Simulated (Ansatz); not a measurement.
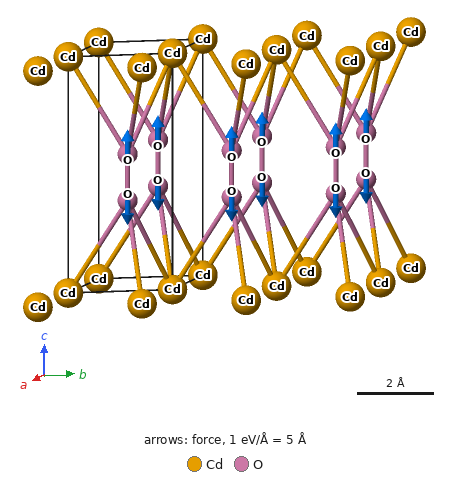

Starting geometry of crystalline CdO₂ (built on the MoS2-187 type type) with the computed forces as blue arrows. The picture is a ball-and-stick view of the cell of the calculation, repeated 2 × 3 × 1 with one cell outlined, seen slightly off an axis.

The calculation used Ansatz, DFT, r2SCAN+rVV10, plane waves, PAW. Settings: plane-wave cutoff 500 eV; k-point mesh 12 × 12 × 4; occupations fermi dirac; smearing width 0.03 eV; no spin polarisation; cell and atoms relaxed; force threshold 0.01 eV/Å; at most 120 steps.

### Is this structure relaxed? If not, where do the atoms go?

It isn't relaxed: the largest force vector, on O atoms, is 0.13 eV/Å. The atoms end up moving mostly along the starting forces (cosine between the two patterns 1.00). Over 9 accepted moves (11 points after the start) the energy falls by 8.9 meV per atom. Largest force component: 0.13 eV/Å at the start, 0.0046 eV/Å at the end. The pressure goes from −0.42 to 0.00 GPa. The line search rejected the trial step at point 7 of the run. At 1 point the geometry stayed and the basis and grid were re-selected for the new cell (energy shift of 0.5 meV per atom at most each time). The largest moves relative to the cell, 0.076 Å, are those of O atoms. Cd stays in place. The drawn cell changes as follows: a = b 2.821 → 2.894 Å (+2.6 %), c 6.287 → 5.653 Å (−10.1 %); the volume changes by −5.4 %. Near-neighbour distances that change, for instance: Cd–O 3.005 → 2.758 Å, Cd–Cd 2.821 → 2.894 Å, O–O 1.236 → 1.263 Å. The space group stays P-6m2 (No. 187). The run took 49 s on 2 threads of AMD EPYC 7R13 Processor (Zen 3), on a shared host, peak memory 0.75 GiB.
